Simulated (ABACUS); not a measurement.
**Run report: Re, band-structure run (part 1 of 2)**

The run: band-structure run of Re (P6₃/mmc, 2 atoms in the cell). Method and program: Kohn-Sham DFT of a periodic cell, TM, SG15 ONCV 1.2 PBE, no spin polarisation (ABACUS 3.10.1).

The structure derives from an entry of the Crystallography Open Database.

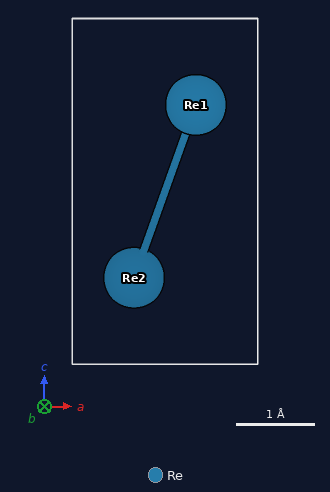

*The input geometry (ball-and-stick view of the cell of the calculation, along the b axis; atoms are numbered from 1 in the order of the input).*

Near neighbours in the crystal (not all of them lie inside the picture): Re has 12 Re at 2.74 to 2.76 Å.

The input
```
INPUT_PARAMETERS
suffix              Re
calculation         scf
basis_type          pw
pseudo_dir          ./
symmetry            1
dft_functional      MGGA_X_TM+MGGA_C_TM
ecutwfc             84
pseudo_rcut         10
nspin               1
nbands              25
ks_solver           dav
smearing_method     fd
smearing_sigma      0.00367493
scf_thr             1e-08
scf_nmax            100
mixing_type         broyden
mixing_beta         0.7
cal_force           1
cal_stress          1
mixing_tau          1
out_chg             1
out_pot             2
out_elf             1
```

File STRU
```
ATOMIC_SPECIES
Re 186.2070 Re_ONCV_PBE-1.2.upf

LATTICE_CONSTANT
1.8897261246

LATTICE_VECTORS
2.7608000000 0.0000000000 0.0000000000
-1.3804000000 2.3909229348 0.0000000000
0.0000000000 0.0000000000 4.4582000000

ATOMIC_POSITIONS
Direct

Re
0.0
2
0.6666666667 0.3333333333 0.7500000000 1 1 1
0.3333333333 0.6666666667 0.2500000000 1 1 1
```

File KPT
```
K_POINTS
0
Gamma
7 7 4 0 0 0
```

Machine: 4 threads of Intel Xeon (Sapphire Rapids), 16 GiB of memory available, shared host.

Launched with:
```bash
OMP_NUM_THREADS=1 mpirun -np 4 abacus > log
```

Output
```
ABACUS v3.10.1

               Atomic-orbital Based Ab-initio Computation at UStc

 ------------------------------------------------------------------------------------

 READING GENERAL INFORMATION
                           global_out_dir = OUT.Re/
                           global_in_card = INPUT
                               pseudo_dir = ./
                              orbital_dir =
                                    DSIZE = 4
                                    GSIZE = 1

 READING UNITCELL INFORMATION
                                    ntype = 1
                  lattice constant (Bohr) = 1.88973
              lattice constant (Angstrom) = 1

 READING ATOM TYPE 1
                               atom label = Re
                      L=0, number of zeta = 1
                      L=1, number of zeta = 1
                      L=2, number of zeta = 1
             number of atom for this type = 2

                        TOTAL ATOM NUMBER = 2
DIRECT COORDINATES
    atom                   x                   y                   z     mag                  vx                  vy                  vz
taud_Re1            0.6666666667        0.3333333333        0.7500000000  0.0000        0.0000000000        0.0000000000        0.0000000000
taud_Re2            0.3333333333        0.6666666667        0.2500000000  0.0000        0.0000000000        0.0000000000        0.0000000000

                          Volume (Bohr^3) = 198.59
                             Volume (A^3) = 29.4279

 Lattice vectors: (Cartesian coordinate: in unit of a_0)
              +2.7608                  +0                  +0
              -1.3804            +2.39092                  +0
                   +0                  +0             +4.4582
 Reciprocal vectors: (Cartesian coordinate: in unit of 2 pi/a_0)
            +0.362214           +0.209124                  -0
                   -0           +0.418249                  -0
                   +0                  -0           +0.224306
 The esolver type has been set to : ksdft_pw

                PAO radial cut off (Bohr) = 10

 Read in pseudopotential file is Re_ONCV_PBE-1.2.upf
                     pseudopotential type = NC
          exchange-correlation functional = PBE
                 nonlocal core correction = 0
                        valence electrons = 15
                                     lmax = 3
                           number of zeta = 0
                     number of projectors = 8
                           L of projector = 0
                           L of projector = 0
                           L of projector = 1
                           L of projector = 1
                           L of projector = 2
                           L of projector = 2
                           L of projector = 3
                           L of projector = 3
 XC functional updated to : MGGA_X_TM+MGGA_C_TM
          exchange-correlation functional = MGGA_X_TM+MGGA_C_TM
     initial pseudo atomic orbital number = 0

 SETUP THE ELECTRONS NUMBER
            electron number of element Re = 15
      total electron number of element Re = 30
            AUTOSET number of electrons:  = 30
                           occupied bands = 15
                                   NBANDS = 25
                                   NLOCAL = 18

%%%%%%%%%%%%%%%%%%%%%%%%%%%%%%%%%%%%%%%%%%%%%%%%%%%%%%%%%%%%%%%%%%%%%%%%%%%%%%%%%%%%%%%%%%%%%%%%%%%%%%%%%%
 Warning: the number of valence electrons in pseudopotential > 7 for Re: [Xe] 4f14 5d5 6s2
 Pseudopotentials with additional electrons can yield (more) accurate outcomes, but may be less efficient.
 If you're confident that your chosen pseudopotential is appropriate, you can safely ignore this warning.
%%%%%%%%%%%%%%%%%%%%%%%%%%%%%%%%%%%%%%%%%%%%%%%%%%%%%%%%%%%%%%%%%%%%%%%%%%%%%%%%%%%%%%%%%%%%%%%%%%%%%%%%%%

 SETUP THE PLANE WAVE BASIS
 energy cutoff for charge/potential (unit:Ry) = 336
            fft grid for charge/potential = [ 32, 32, 50 ]
                        fft grid division = [ 1, 1, 1 ]
        big fft grid for charge/potential = [ 32, 32, 50 ]
                                     nbxx = 13312
                                     nrxx = 13312

 SETUP PLANE WAVES FOR CHARGE/POTENTIAL
                    number of plane waves = 20641
                         number of sticks = 637

 PARALLEL PW FOR CHARGE/POTENTIAL
     PROC   COLUMNS(POT)             PW
        1            159           5159
        2            159           5159
        3            160           5164
        4            159           5159
 --------------- sum -------------------
        4            637          20641
                            number of |g| = 991
                                  max |g| = 30.388
                                  min |g| = 0

----------- Double Check Mixing Parameters Begin ------------
mixing_type: broyden
mixing_beta: 0.7
mixing_gg0: 1
mixing_gg0_min: 0.1
mixing_ndim: 8
----------- Double Check Mixing Parameters End ------------

 LATTICE VECTORS: (CARTESIAN COORDINATE: IN UNIT OF A0)
              +2.7608                  +0                  +0
              -1.3804            +2.39092                  +0
                   +0                  +0             +4.4582
                       right hand lattice = 1
                                   NORM_A = 2.7608
                                   NORM_B = 2.7608
                                   NORM_C = 4.4582
                           ALPHA (DEGREE) = 90
                           BETA  (DEGREE) = 90
                           GAMMA (DEGREE) = 120

 The lattice vectors have been changed (STRU_SIMPLE.cif)

(for optimal symmetric configuration:)
                             BRAVAIS TYPE = 4
                     BRAVAIS LATTICE NAME = 04. Hexagonal cell
                                    ibrav = 4
                                    IBRAV = 4
                                  BRAVAIS = HEXAGONAL CELL
                       LATTICE CONSTANT A = 2.7608
                                C/A RATIO = 1.61482
Original cell was already a primitive cell.
                        ROTATION MATRICES = 24
              PURE POINT GROUP OPERATIONS = 12
                   SPACE GROUP OPERATIONS = 24
                                       C2 = 3
                                       C3 = 2
                                       C4 = 0
                                       C6 = 0
                                       S1 = 3
                                       S3 = 0
                                       S4 = 0
                                       S6 = 2
                              POINT GROUP = D_3d
                                       C2 = 7
                                       C3 = 2
                                       C4 = 0
                                       C6 = 2
                                       S1 = 7
                                       S3 = 2
                                       S4 = 0
                                       S6 = 2
               POINT GROUP IN SPACE GROUP = D_6h

 SETUP K-POINTS
                                    nspin = 1
                   Input type of k points = Monkhorst-Pack(Gamma)
                                   nkstot = 196
                       right hand lattice = 1
(for reciprocal lattice: )
                             BRAVAIS TYPE = 4
                     BRAVAIS LATTICE NAME = 04. Hexagonal cell
                                    ibrav = 4
                       right hand lattice = 1
(for k-lattice: )
                             BRAVAIS TYPE = 4
                     BRAVAIS LATTICE NAME = 04. Hexagonal cell
                                    ibrav = 4
                       right hand lattice = 1
                        ROTATION MATRICES = 24
                               nkstot_ibz = 24
K-POINTS REDUCTION ACCORDING TO SYMMETRY
     IBZ    DIRECT_X    DIRECT_Y    DIRECT_Z  WEIGHT  ibz2bz
       1  0.00000000  0.00000000  0.00000000  0.0051       0
       2 -0.14285714  0.14285714  0.00000000  0.0306       1
       3 -0.28571429  0.28571429  0.00000000  0.0306       2
       4 -0.42857143  0.42857143  0.00000000  0.0306       3
       5 -0.14285714  0.28571429  0.00000000  0.0306       8
       6 -0.28571429  0.42857143  0.00000000  0.0612       9
       7  0.42857143  0.42857143  0.00000000  0.0306      10
       8  0.42857143  0.28571429  0.00000000  0.0306      16
       9  0.00000000  0.00000000  0.25000000  0.0102      49
      10 -0.14285714  0.14285714  0.25000000  0.0612      50
      11 -0.28571429  0.28571429  0.25000000  0.0612      51
      12 -0.42857143  0.42857143  0.25000000  0.0612      52
      13 -0.14285714  0.28571429  0.25000000  0.0612      57
      14 -0.28571429  0.42857143  0.25000000  0.1224      58
      15  0.42857143  0.42857143  0.25000000  0.0612      59
      16  0.42857143  0.28571429  0.25000000  0.0612      65
      17  0.00000000  0.00000000  0.50000000  0.0051      98
      18 -0.14285714  0.14285714  0.50000000  0.0306      99
      19 -0.28571429  0.28571429  0.50000000  0.0306     100
      20 -0.42857143  0.42857143  0.50000000  0.0306     101
      21 -0.14285714  0.28571429  0.50000000  0.0306     106
      22 -0.28571429  0.42857143  0.50000000  0.0612     107
      23  0.42857143  0.42857143  0.50000000  0.0306     108
      24  0.42857143  0.28571429  0.50000000  0.0306     114

                               nkstot now = 24
[... K-POINTS DIRECT COORDINATES: 24 rows ...]

           k-point number in this process = 24
       minimum distributed K point number = 24
[... stars of the k points ...]

[... K-POINTS CARTESIAN COORDINATES: 24 rows ...]

[... K-POINTS DIRECT COORDINATES: 24 rows ...]

 SETUP PLANE WAVES FOR WAVE FUNCTIONS
     energy cutoff for wavefunc (unit:Ry) = 84
              fft grid for wave functions = [ 32, 32, 50 ]
                    number of plane waves = 3669
                         number of sticks = 199

 PARALLEL PW FOR WAVE FUNCTIONS
     PROC   COLUMNS(POT)             PW
        1             50            918
        2             50            920
        3             49            915
        4             50            916
 --------------- sum -------------------
        4            199           3669

 SETUP NONLOCAL PSEUDOPOTENTIALS IN PLANE WAVE BASIS
 Re non-local projectors:
 projector 1 L=0
 projector 2 L=0
 projector 3 L=1
 projector 4 L=1
 projector 5 L=2
 projector 6 L=2
 projector 7 L=3
 projector 8 L=3
      TOTAL NUMBER OF NONLOCAL PROJECTORS = 64

 Init Non-Local PseudoPotential table :
 Init Non-Local-Pseudopotential done.

                                     npwx = 666

 -------------------------------------------
 SELF-CONSISTENT
 -------------------------------------------
                                 init_chg = atomic

 PW ALGORITHM --------------- ION=   1  ELEC=   1--------------------------------
 Notice: Threshold on eigenvalues was too large.
 hsover_error=0.3 > DRHO=0.1025
 Origin diag ethr = 0.01
 New diag ethr = 0.000341668

 Density error is 0.0953127313645
                          Error Threshold = 0.00034166751118
----------------------------------------------------------
     Energy           Rydberg                 eV
```
